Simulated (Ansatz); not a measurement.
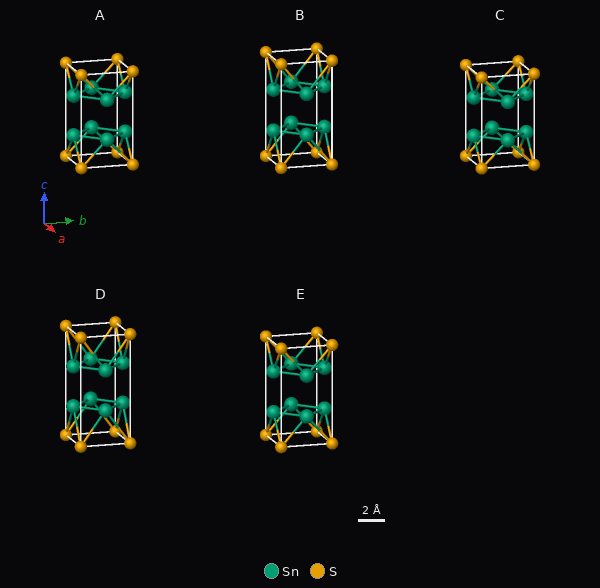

5 geometries from one relaxation of crystalline Sn₄S (a generated structure, set up in P4/mmm) (coarse preliminary run), in shuffled order. Style: ball-and-stick. Shown: the cell of the calculation, slightly off an axis.

Method: DFT PBE, scalar-relativistic, plane waves, PAW (Ansatz). (plane-wave cutoff 420 eV; k-point mesh 4 × 4 × 2; occupations gaussian; smearing width 0.1 eV; no spin polarisation; cell and atoms relaxed; force threshold 0.04 eV/Å; at most 70 steps)

### Put them in the order of the run, from the start to the converged end.

D, B, E, A, C. They are steps 0, 1, 2, 3, 6, at +1.281 eV per cell of the calculation, +0.542 eV per cell of the calculation, +0.203 eV per cell of the calculation, +59.1 meV per cell of the calculation relative to the last. Over 5 accepted moves (6 points after the start) the energy falls by 1.281 eV per cell of the calculation. Largest force component: 0.65 eV/Å at the start, 0.032 eV/Å at the end. The pressure goes from 0.23 to 0.13 GPa. At 1 point the geometry stayed and the basis and grid were re-selected for the new cell (energy shift of 0.4 meV per cell of the calculation at most each time). The largest moves relative to the cell, 0.20 Å, are those of Sn atoms. S stays in place. The drawn cell changes as follows: a = b 4.119 → 4.367 Å (+6.0 %), c 8.963 → 7.471 Å (−16.6 %); the volume changes by −6.3 %. Some distances before and after: S–Sn 3.503 → 3.073 Å, Sn–Sn 2.913 → 3.088 Å. The space group stays P4/mmm (No. 123).

Limits of the set-up: the k-point mesh is coarse for a cell with partly filled bands.
